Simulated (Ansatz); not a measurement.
Read the following structure.

```xyz
24
Lattice="8.2690 0.0000 0.0000 0.0000 8.2690 0.0000 0.0000 0.0000 5.2936" Properties=species:S:1:pos:R:3 pbc="T T T"
Si    5.6388    5.6388    2.6468
Si    1.5043    6.7647    0.0000
Si    2.6302    5.6388    2.6468
Si    6.7647    6.7647    0.0000
O     6.2017    6.2017    3.9702
O     2.0672    6.2017    1.3234
O     2.0672    6.2017    3.9702
O     6.2017    6.2017    1.3234
O     6.0489    4.1345    2.6468
O     0.0000    6.3545    0.0000
O     0.0000    1.9144    0.0000
O     2.2201    4.1345    2.6468
Si    1.5043    1.5043    0.0000
Si    5.6388    2.6302    2.6468
Si    6.7647    1.5043    0.0000
Si    2.6302    2.6302    2.6468
O     2.0672    2.0672    1.3234
O     6.2017    2.0672    3.9702
O     6.2017    2.0672    1.3234
O     2.0672    2.0672    3.9702
O     1.9144    0.0000    0.0000
O     4.1345    2.2201    2.6468
O     4.1345    6.0489    2.6468
O     6.3545    0.0000    0.0000
```

Q: What would you see if this were drawn?

A: Its composition is SiO2. The lattice is body-centred tetragonal and the space group I4/mmm (No. 139). Atoms per cell: 24 (8 Si, 16 O). The polyhedra are SiO4 tetrahedra; they share corners. Around each Si lie four O in a distorted tetrahedral arrangement at 1.54 to 1.56 Å. O bonds to two Si at 1.54 to 1.56 Å. The bonds build a three-dimensional framework.

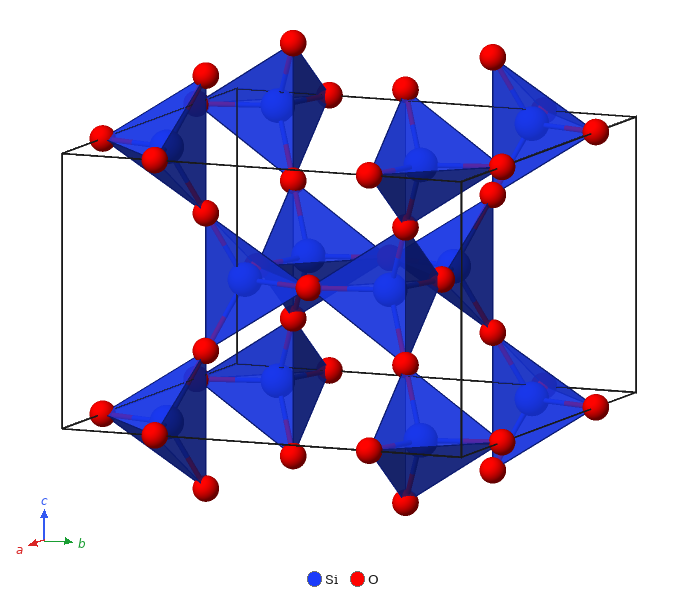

View slightly off an axis, drawn as a polyhedral model. The wireframe shows the conventional unit cell. Some atoms of the next cells are drawn as well.

Starting structure: a structure listed in the Materials Project. Earlier steps of the study, as a rule a relaxation of our own, may have changed the cell and positions, so they can lie some per cent off the listed ones. It was run through Ansatz as a DFT input.

At this level of theory the run's own cell isn't at rest (compressed, at 25 GPa), so its distances can differ from those at equilibrium, the more so the softer the solid.
